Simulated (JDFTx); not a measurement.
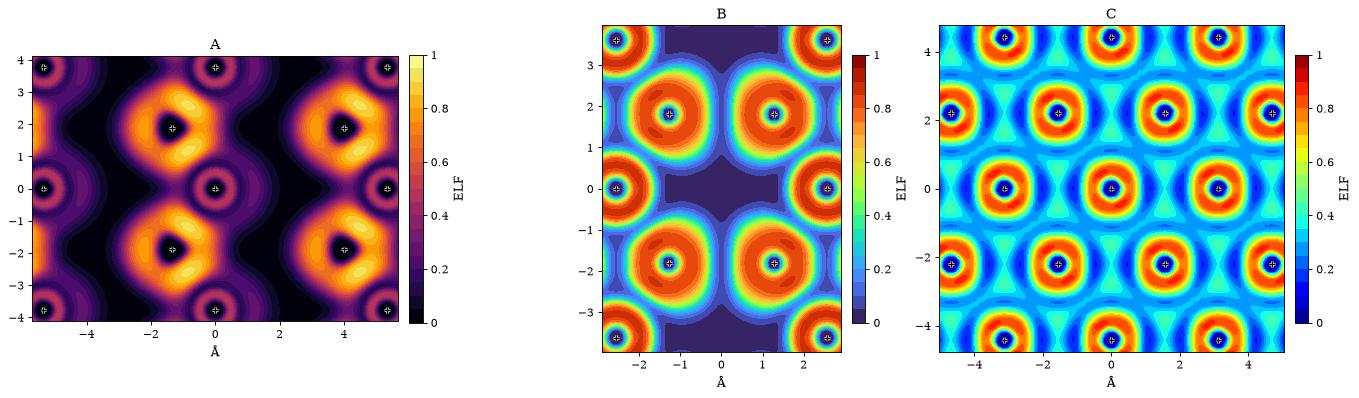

The ELF of 3 systems, each on a plane through atoms (crosses mark nuclei in the plane).

These are results of JDFTx, Kohn-Sham DFT of a periodic cell, PBEsol, PseudoDojo-SR-PBEsol-0.4.1-standard, not measurements.

System 1: Mo, the (011̄) plane of the conventional cell. Space group Im-3m; a structure from a database of computed crystals, not necessarily the ambient phase.

System 2: HfO₂, the (101) plane of the conventional cell. Space group Fm-3m; computed pressure about −13 GPa in this cell.

System 3: GaP, the (101) plane of the conventional cell. Space group F-43m; computed pressure about 5 GPa in this cell.

```
CELL_PARAMETERS angstrom
5.33923 0.00000 0.00000
0.00000 0.00000 -5.33923
0.00000 5.33923 0.00000
ATOMIC_POSITIONS crystal
Ga 0.50000 0.50000 0.00000
Ga 0.00000 0.50000 0.50000
Ga 0.00000 0.00000 0.00000
Ga 0.50000 0.00000 0.50000
P 0.75000 0.75000 0.25000
P 0.25000 0.75000 0.75000
P 0.25000 0.25000 0.25000
P 0.75000 0.25000 0.75000
```

### Match each panel to its system.

Panel A is system 3, GaP: the plane holds Ga and P. Ga–P (2.31 Å): the ELF peaks at about 0.90 in the valence shell of P, 0.9 Å from its nucleus, and is about 0.75 at the midpoint. Panel B is system 2, HfO₂: the plane holds Hf and O. Hf–O (2.21 Å): the ELF peaks at about 0.85 in the valence shell of O, 0.6 Å from its nucleus, and drops to about 0.15 between the two atoms: no shared electron pair shows on this line. Panel C is system 1, Mo: the plane holds Mo. Mo–Mo (2.71 Å): the ELF is about 0.30 at the midpoint.
